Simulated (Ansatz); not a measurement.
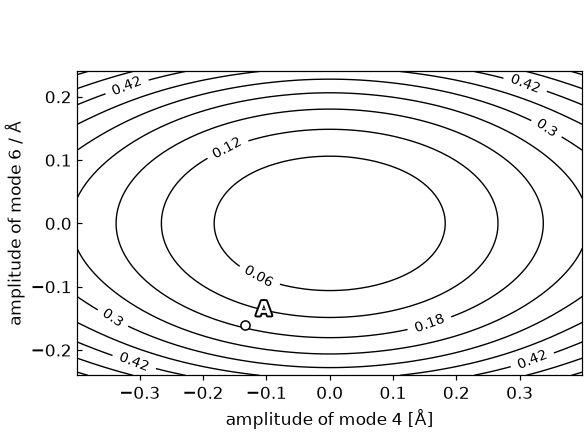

Gd (P6_3/mmc, No. 194; 2 atoms in the cell). The energy is mapped over two normal modes frozen in (zone-centre modes of the 2-atom cell of this scan). First axis: amplitude of mode 4 (57 cm⁻¹), largest displacement. Second axis: amplitude of mode 6 (95 cm⁻¹), largest displacement. Nothing is relaxed (the cell and all other modes fixed). The grid has 7 × 7 points; 16 points were computed and 33 follow by symmetry. Points are written as (first, second). Energies: eV per cell, counted from the lowest grid point. Open f shells are treated without U or spin-orbit coupling. All numbers below come from DFT PBEsol, scalar-relativistic, plane waves, PAW (Ansatz 0.2.0). Settings: cutoff 420 eV, k-mesh 15×15×8 in the order of the run's cell vectors, gaussian smearing 0.15 eV, spin-polarised.

In the figure: contour lines labelled in eV, the point A. Between grid points the surface is interpolated.

Question: Is A at rest? If not, where is it pushed?

Answer: A, at (−0.133 Å, −0.16 Å), is not a stationary point. The computed force is 0.44 eV for each Å towards larger values of the first coordinate and 1.8 eV for each Å towards larger values of the second coordinate.
